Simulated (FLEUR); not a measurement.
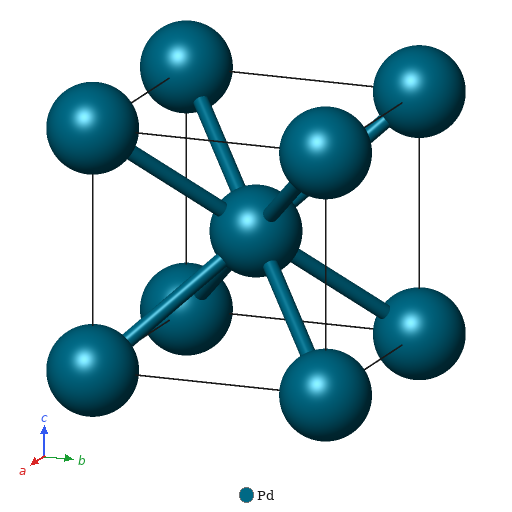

System: Pd, space group Im-3m (No. 229). The picture shows the conventional cell.

The given structure:
```
Pd
1.0
    -1.57228    1.57228    1.57228
     1.57228   -1.57228    1.57228
     1.57228    1.57228   -1.57228
Pd
1
Direct
  0.00000 0.00000 0.00000
```

How it was computed, with FLEUR MaX-R8.1 (later development tree): all-electron LAPW DFT, no spin polarisation; energies at scaled volumes of the given cell, shape and fractions fixed, counted from the fit's minimum, third-order Birch-Murnaghan fit. Level: SCAN.

- k mesh: 12×12×12
- occupations: Fermi–Dirac
- smearing width: 0.05 eV
- potentials: all electron
- program settings: basis FLAPW, kmax 4.21 1/bohr

What does the calculation give for the energy against volume? The volume takes the values 14.61, 14.93, 15.55, 16.17, 16.48 Å³/atom.

A third-order Birch–Murnaghan fit gives V0 = 14.84 Å³/atom, B0 = 187 GPa and B′ = 5.1. The energy is 2.09 meV/atom at volume 14.61 Å³/atom and 85.48 meV/atom at 16.48 Å³/atom; the lowest computed point is at volume 14.93 Å³/atom (0.28 meV/atom).

```tsv
volume (Å³/atom)	energy (meV/atom)
14.61	2.09
14.93	0.28
15.55	17.86
16.17	58.34
16.48	85.48
```

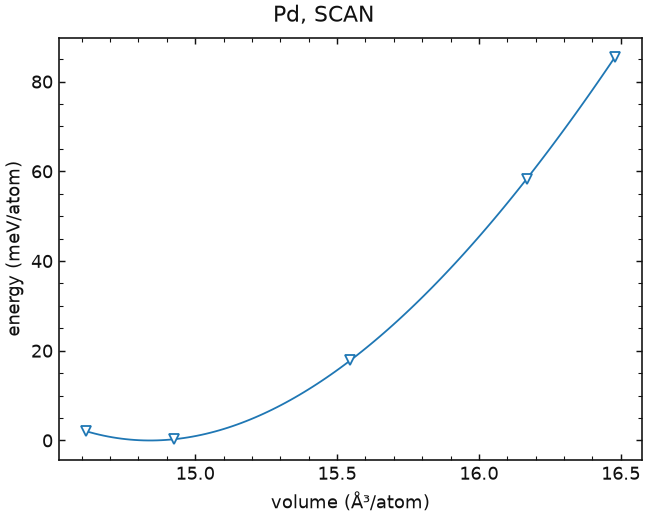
